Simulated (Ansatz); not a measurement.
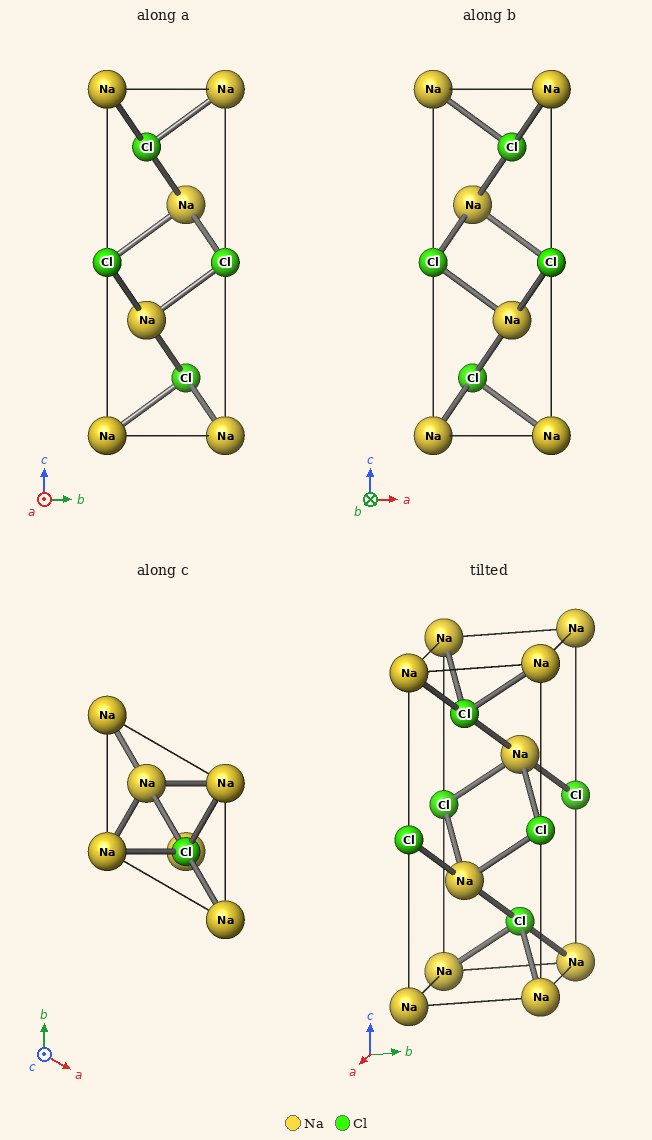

Ball-and-stick representation of a periodic structure, projected along the a axis, along the b axis, along the c axis and slightly off an axis. Atoms at the boundary of the conventional unit cell (the box) are drawn once for each face, edge or corner they touch.

Lattice parameters: a = 3.8863 Å, b = 3.8863 Å, c = 9.8683 Å, α = 90.000°, β = 90.000°, γ = 120.000°.

> Record the structure as a CIF in P1 with every atom of the cell.

```cif
data_structure
_symmetry_space_group_name_H-M 'P 1'
_symmetry_Int_Tables_number 1
_cell_length_a 3.8863
_cell_length_b 3.8863
_cell_length_c 9.8683
_cell_angle_alpha 90.000
_cell_angle_beta 90.000
_cell_angle_gamma 120.000
_cell_volume 129.08
loop_
_atom_site_label
_atom_site_type_symbol
_atom_site_fract_x
_atom_site_fract_y
_atom_site_fract_z
_atom_site_occupancy
Na1 Na 0.0000 0.0000 0.0000 1
Cl1 Cl 0.6667 0.3333 0.8333 1
Na2 Na 0.6667 0.3333 0.3333 1
Cl2 Cl 0.3333 0.6667 0.1667 1
Na3 Na 0.3333 0.6667 0.6667 1
Cl3 Cl 0.0000 0.0000 0.5000 1
```

The model was built from a structure type filled with these elements by a generator (whether the compound takes this form wasn't checked). The cell was then strained or its atoms displaced on purpose. It was run through Ansatz as a DFT input.
